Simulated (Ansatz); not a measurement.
**Geometry relaxation, with input and output: Ti (part 1 of 2)**

System: Ti (P6/mmm, 3 atoms in the cell).
Method: DFT, PBE, PAW with Ansatz's default frozen-core files, scalar-relativistic, no spin polarisation (Ansatz 0.2.0).

The structure was built on a prototype by a generator; it need not be a known phase. Its volume is 0.70 times that of the source entry. It belongs to a series of runs on one base structure; here: omega relaxed under pressure, PAW files.

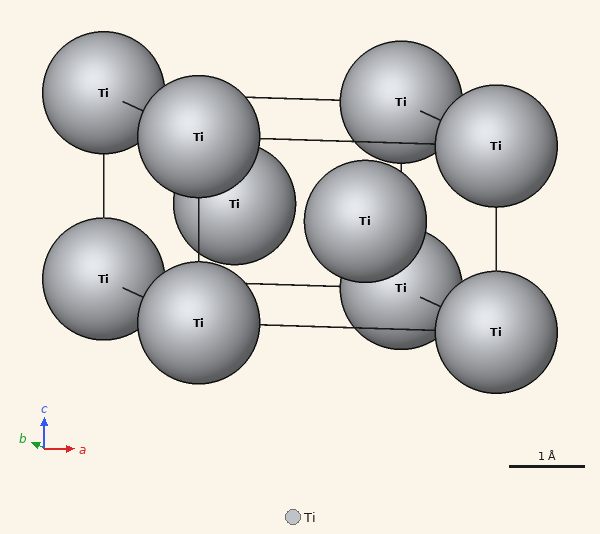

*The structure as given in the input (spheres-only view of the cell of the calculation, seen slightly off an axis).*

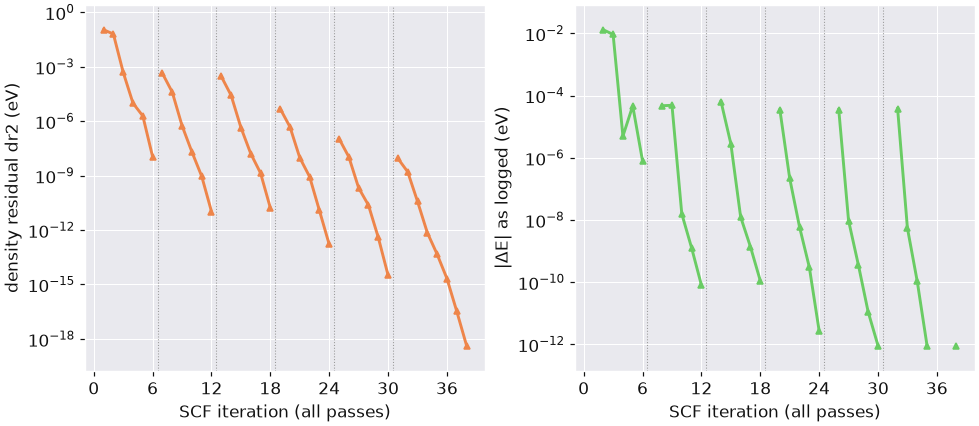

*Convergence of the self-consistent field: density residual dr2 and size of the energy change against the SCF iteration. The dotted lines part the SCF passes of the relaxation: geometry steps, rejected trials and re-solves on a re-selected basis.*

The 6 passes take 6 to 8 iterations each, 38 in all.

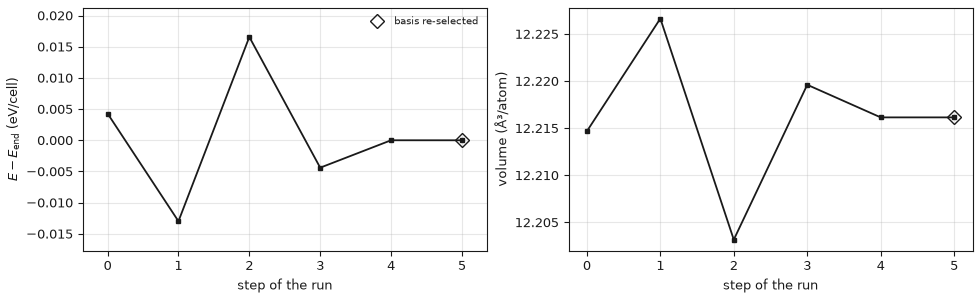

*Progress of the relaxation, step by step (the first geometry is step 0 here and step 1 in the log).*

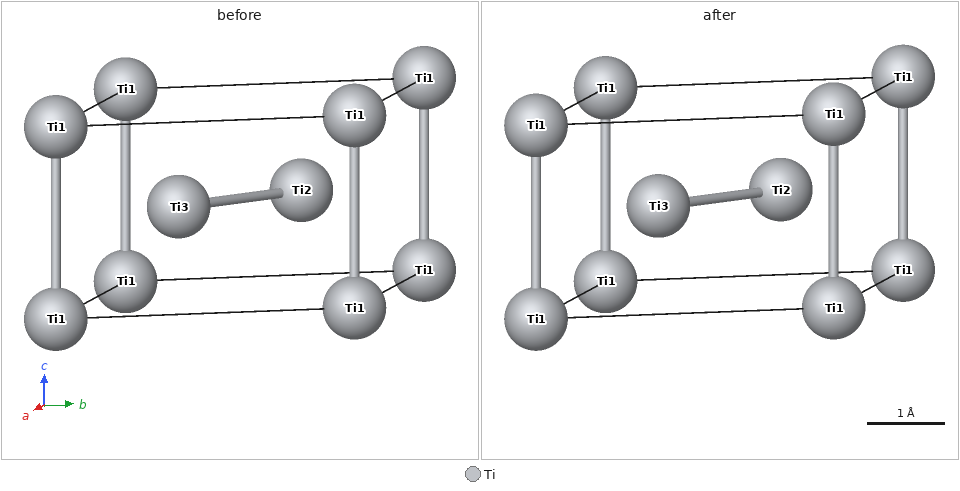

*Before (left) and after (right) the relaxation, at one scale (ball-and-stick view of the cell of the calculation, seen slightly off an axis).*

The atoms keep their places relative to the cell (all moves are under 0.005 Å). The drawn cell changes at constant volume: a = b 4.087 → 4.073 Å (−0.3 %), c 2.534 → 2.551 Å (+0.7 %). Distances before and after: Ti1–Ti1 2.534 → 2.551 Å, Ti2–Ti3 2.359 → 2.352 Å. The space group stays P6/mmm (No. 191). After 4 geometry steps the energy has fallen by 4.3 meV per cell of the calculation. All forces vanish by symmetry, so only the cell relaxes. The pressure goes from 68.09 to 68.00 GPa. A last SCF at the same geometry on a re-selected plane-wave basis shifts the energy by next to nothing (0.0 meV per cell of the calculation). (Atoms are counted from 1 in the order of the input.)

The input that produced these results follows, with the program's output.

**Input**
```yaml
crystal:
  lattice:
    - [4.0865829722, 0.0, 0.0]
    - [-2.0432914861, 3.5390846686, 0.0]
    - [0.0, 0.0, 2.5336814428]
  atoms:
    - { symbol: Ti, position: [0.0, 0.0, 0.0] }
    - { symbol: Ti, position: [0.3333333333, 0.6666666667, 0.5] }
    - { symbol: Ti, position: [0.6666666667, 0.3333333333, 0.5] }
kpoints:
  mp_grid: { grid: [9, 9, 12] }
scf:
  occupations: { method: fermi_dirac, width: 0.1 }
hamiltonian:
  xc: pbe
  pseudopotentials: { kind: paw }
output:
  forces: true
  stress: true
  eigenvalues: true
relax:
  f_tol: 0.005
  max_steps: 40
  cell: { p_target: 68.0, stress_tol: 0.034 }
```

Run as:
```bash
ansatz run input.yaml --threads 1 --pin off --max-ram 3584MiB --backend cpu --events-out ev --progress --plain --runs-dir out
```

**Log**
```
Engine: ansatz 0.2.0, aarch64-unknown-linux-gnu
Pseudopotentials: kind: paw
Pseudopotential: Ti, paw, valence charge 12, recommended cutoff 420 eV (normal), Ti.paw.azcp
Functional definition: PBE
  parameter kappa = 0.804
  parameter beta = 0.06672455060314922
  exchange = pbe_x(kappa = kappa, mu = beta*pi^2/3)
  correlation = pbe_c(beta = beta)
Crystal: 3 atoms, lattice volume = 36.644 Å³
Basis set: ecut = 420 eV, 705 PW (Γ), exchange–correlation on 60×60×36 points (8 copies of the dense FFT grid, shifted against one another)
Bands: 22, of which v1, the nominal top of the filled ones, is band 18 counted from 1 (17 counted from 0)
Symmetry: 24 space group operations
Space group: P6/mmm (ITA 191), of the structure as read, at distance tolerance 3.3e-5 Å
k-points: 84 of 972
Non-local potential: Ti, projectors of the file, l = 0: 3, l = 1: 2, l = 2: 3, l = 3: 1
PAW form: soft (Blöchl's): semilocal exchange-correlation on the pseudo side does not see the compensation charge
PAW one-centre angular grid: Ti, 590 points (default); XC on 64 Gauss nodes
Initial density: superposition of atomic densities (neutral atoms: chi_scale 0, normalization atom), corrected by the library's trained network
Initial wavefunctions: pseudopotential atomic-orbital guess
Functional: x = pbe(κ = 0.804, μ = 0.2195149727645171), c = pbe(β = 0.06672455060314922)
SCF iter   1: F=—  HF=-7496.633906 eV  |F-HF|=—  |Δ(HF+E_count)|=         —  Δρ=1.46e-2  dr2=1.07e-1  ethr=1.77e-3  ⟨swp⟩=4.1  Hψ=6495  notcnv=0
preconditioner: auto → none  [metal: Δε(μ)=0.024 eV  Ē_g=21.367 eV  σ=0.100 eV  W_gap=0.06  n_scr=8 (ndim 8)  ℏωp=33.6 eV  f_vac=0.000  D(μ)=2.31/eV (n_scr^D=26)  sad-step TF]
SCF iter   2: F=—  HF=-7496.620948 eV  |F-HF|=—  |Δ(HF+E_count)|=   1.30e-2  Δρ=9.99e-3  dr2=6.26e-2  ethr=2.97e-4  ⟨swp⟩=1.0  Hψ=2520  notcnv=0
SCF iter   3: F=—  HF=-7496.611750 eV  |F-HF|=—  |Δ(HF+E_count)|=   9.20e-3  Δρ=1.26e-3  dr2=4.88e-4  ethr=1.74e-4  ⟨swp⟩=2.0  Hψ=2266  notcnv=0
SCF iter   4: F=—  HF=-7496.611745 eV  |F-HF|=—  |Δ(HF+E_count)|=   4.94e-6  Δρ=2.68e-4  dr2=9.64e-6  ethr=1.36e-6  ⟨swp⟩=2.0  Hψ=2202  notcnv=0
SCF iter   5: F=—  HF=-7496.611699 eV  |F-HF|=—  |Δ(HF+E_count)|=   4.64e-5  Δρ=8.01e-5  dr2=1.91e-6  ethr=2.68e-8  ⟨swp⟩=2.2  Hψ=3167  notcnv=0
SCF iter   6: F=-7496.611698 eV  HF=-7496.611698 eV  |F-HF|=3.91e-10  |Δ(HF+E_count)|=   7.89e-7  Δρ=7.56e-6  dr2=1.08e-8  ethr=2.78e-10  ⟨swp⟩=3.0  Hψ=7224  notcnv=0
SCF 1 converged in 6 iterations: F = -7496.611698 eV  dr2 = 1.08e-8
  greatest PAW one-centre occupation: 0.999 electrons in one spin orbital (limit 2), on the Ti atom at site 0 (counted from 0), in its partial waves of l = 0
relax step   1: F+E_penalty+E_count = -7496.61169795 eV  Δ(F+E_penalty+E_count) = +0.000e0 eV  max|allowed force component| = 8.142e-16 eV/Å  Δτ_max = 0.0000 Å  P = +68.086 GPa  Ω = 36.644 Å³  (6 SCF iters, dr2 threshold 1.00e-7 eV, accepted)
Crystal: 3 atoms, lattice volume = 36.680 Å³
Basis set: ecut = 420 eV, 717 PW (Γ), exchange–correlation on 60×60×36 points (8 copies of the dense FFT grid, shifted against one another)
Initial density: handed on by an earlier stage of this run
Initial wavefunctions: those handed on with the density
iter 1 solved again at ethr=1.08e-6 eV; its pass at ethr=3.10e-3 eV (dr2=3.89e-4 eV) is discarded
SCF iter   1: F=—  HF=-7496.629058 eV  |F-HF|=—  |Δ(HF+E_count)|=         —  Δρ=8.49e-4  dr2=4.22e-4  ethr=1.08e-6  ⟨swp⟩=2.0  Hψ=10527  notcnv=0
preconditioner: auto → none  [metal: Δε(μ)=0.016 eV  Ē_g=21.418 eV  σ=0.100 eV  W_gap=0.04  n_scr=8 (ndim 8)  ℏωp=33.6 eV  f_vac=0.000  D(μ)=2.28/eV (n_scr^D=26)]
SCF iter   2: F=—  HF=-7496.629011 eV  |F-HF|=—  |Δ(HF+E_count)|=   4.69e-5  Δρ=2.77e-4  dr2=3.94e-5  ethr=1.08e-6  ⟨swp⟩=1.7  Hψ=1968  notcnv=0
SCF iter   3: F=—  HF=-7496.628963 eV  |F-HF|=—  |Δ(HF+E_count)|=   4.84e-5  Δρ=4.34e-5  dr2=5.55e-7  ethr=1.10e-7  ⟨swp⟩=1.9  Hψ=2059  notcnv=0
iter 4 did not close the SCF: its close was put off for the readings that it lacked (scf_convergence_deferred on its scf_iter line)
SCF iter   4: F=-7496.628963 eV  HF=-7496.628963 eV  |F-HF|=1.04e-8  |Δ(HF+E_count)|=   1.57e-8  Δρ=8.03e-6  dr2=2.03e-8  ethr=1.54e-9  ⟨swp⟩=1.9  Hψ=2115  notcnv=0
iter 5 did not close the SCF: its close was put off for the readings that it lacked (scf_convergence_deferred on its scf_iter line)
SCF iter   5: F=-7496.628963 eV  HF=-7496.628963 eV  |F-HF|=6.17e-10  |Δ(HF+E_count)|=   1.26e-9  Δρ=1.62e-6  dr2=9.19e-10  ethr=5.63e-11  ⟨swp⟩=2.1  Hψ=2428  notcnv=0
SCF iter   6: F=-7496.628963 eV  HF=-7496.628963 eV  |F-HF|=9.09e-12  |Δ(HF+E_count)|=  8.00e-11  Δρ=1.83e-7  dr2=1.04e-11  ethr=2.55e-12  ⟨swp⟩=1.0  Hψ=4565  notcnv=0
SCF 2 converged in 6 iterations: F = -7496.628963 eV  dr2 = 1.04e-11
relax step   2: F+E_penalty+E_count = -7496.62896296 eV  Δ(F+E_penalty+E_count) = -1.727e-2 eV  max|allowed force component| = 9.745e-16 eV/Å  Δτ_max = 0.0000 Å  P = +67.751 GPa  Ω = 36.680 Å³  energy of the carried Pulay correction = -1.595e-5 eV  (6 SCF iters, dr2 threshold 3.00e-7 eV, accepted)
Crystal: 3 atoms, lattice volume = 36.609 Å³
iter 1 solved again at ethr=7.66e-7 eV; its pass at ethr=3.10e-3 eV (dr2=2.76e-4 eV) is discarded
SCF iter   1: F=—  HF=-7496.599488 eV  |F-HF|=—  |Δ(HF+E_count)|=         —  Δρ=6.75e-4  dr2=2.86e-4  ethr=7.66e-7  ⟨swp⟩=2.0  Hψ=10503  notcnv=0
preconditioner: auto → none  [metal: Δε(μ)=0.011 eV  Ē_g=21.422 eV  σ=0.100 eV  W_gap=0.03  n_scr=8 (ndim 8)  ℏωp=33.6 eV  f_vac=0.000  D(μ)=2.26/eV (n_scr^D=26)]
SCF iter   2: F=—  HF=-7496.599425 eV  |F-HF|=—  |Δ(HF+E_count)|=   6.38e-5  Δρ=2.19e-4  dr2=2.62e-5  ethr=7.66e-7  ⟨swp⟩=1.6  Hψ=1934  notcnv=0
SCF iter   3: F=—  HF=-7496.599422 eV  |F-HF|=—  |Δ(HF+E_count)|=   2.82e-6  Δρ=3.57e-5  dr2=4.40e-7  ethr=7.27e-8  ⟨swp⟩=1.9  Hψ=2051  notcnv=0
iter 4 did not close the SCF: its close was put off for the readings that it lacked (scf_convergence_deferred on its scf_iter line)
SCF iter   4: F=-7496.599422 eV  HF=-7496.599422 eV  |F-HF|=9.70e-9  |Δ(HF+E_count)|=   1.24e-8  Δρ=7.04e-6  dr2=1.62e-8  ethr=1.22e-9  ⟨swp⟩=2.0  Hψ=2174  notcnv=0
iter 5 did not close the SCF: its close was put off for the readings that it lacked (scf_convergence_deferred on its scf_iter line)
SCF iter   5: F=-7496.599422 eV  HF=-7496.599422 eV  |F-HF|=1.10e-9  |Δ(HF+E_count)|=   1.36e-9  Δρ=1.68e-6  dr2=1.37e-9  ethr=4.50e-11  ⟨swp⟩=2.4  Hψ=3272  notcnv=0
SCF iter   6: F=-7496.599422 eV  HF=-7496.599422 eV  |F-HF|=1.64e-11  |Δ(HF+E_count)|=  1.11e-10  Δρ=1.75e-7  dr2=1.64e-11  ethr=3.80e-12  ⟨swp⟩=1.0  Hψ=4443  notcnv=0
SCF 3 converged in 6 iterations: F = -7496.599422 eV  dr2 = 1.64e-11
relax step   3: F+E_penalty+E_count = -7496.59942181 eV  Δ(F+E_penalty+E_count) = +2.954e-2 eV  max|allowed force component| = 7.031e-16 eV/Å  Δτ_max = 0.0000 Å  P = +68.330 GPa  Ω = 36.609 Å³  energy of the carried Pulay correction = +3.339e-6 eV  (6 SCF iters, dr2 threshold 3.00e-7 eV, accepted)
Crystal: 3 atoms, lattice volume = 36.659 Å³
iter 1 solved again at ethr=1.54e-8 eV; its pass at ethr=3.10e-3 eV (dr2=5.53e-6 eV) is discarded
```
